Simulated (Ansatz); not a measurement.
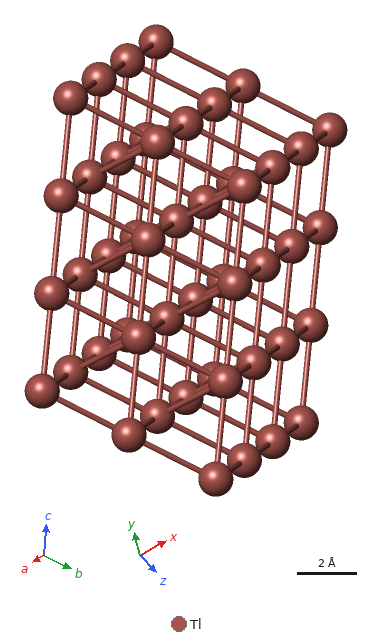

A scan of solid Tl (Im-3m): the cell is strained along x alone, with the atoms kept at their fractional coordinates. x, y and z are the Cartesian axes of the input. The picture shows the reference cell. A ball-and-stick model of the cell of the calculation, repeated 3 × 2 × 3 with one cell outlined, seen slightly off an axis.

Theory: DFT r2SCAN, scalar-relativistic, plane waves, PAW (Ansatz 0.2.0). (plane-wave cutoff 500 eV; k-point mesh 18 × 18 × 18; occupations gaussian; smearing width 0.15 eV; no spin polarisation). Energies (free energies at the smearing named) are counted from the cell as listed in its source, which wasn't relaxed.

The input:
```yaml
crystal:
  lattice:
    - [-1.941, 1.941, 1.941]
    - [1.941, -1.941, 1.941]
    - [1.941, 1.941, -1.941]
  atoms:
    - { symbol: Tl, position: [0.0, 0.0, 0.0] }
basis:
  ecutwfc: 500
kpoints:
  mp_grid: { grid: [18, 18, 18] }
hamiltonian:
  xc: r2scan
scf:
  occupations: { method: gaussian, width: 0.15 }
output:
  forces: true
  stress: true
  eigenvalues: true
```

Launched with:
```bash
ansatz run input.yaml --threads 1 --pin off --max-ram 2560MiB --backend cpu --events-out ev --progress --plain --runs-dir out
```

Question: Predict the energy profile (the strain: −0.040, −0.030, −0.020, −0.010, 0.000, 0.010, 0.020, 0.030, 0.035, 0.040).

Answer:
```
strain  energy change (meV/atom)
−0.040                      13.3
−0.030                       8.6
−0.020                       4.9
−0.010                       2.0
 0.000                       0.0
 0.010                      −1.2
 0.020                      −1.7
 0.030                      −1.4
 0.035                      −1.0
 0.040                      −0.5
```

Of the computed points the lowest is at the strain 0.02, −1.7 meV/atom. The end points stand at 13.3 meV/atom (−0.04) and −0.5 meV/atom (0.04). The unrelaxed reference is under a pressure of 0.9 GPa, which tilts the curve. The distortion takes the space group from Im-3m to I4/mmm. At the strain −0.04 the cell of the drawing goes a 3.362 → 3.318 Å, b 3.362 → 3.318 Å, c 3.362 → 3.318 Å, α 109.5° → 111.7°, β 109.5° → 108.4°, γ 109.5° → 108.4°.
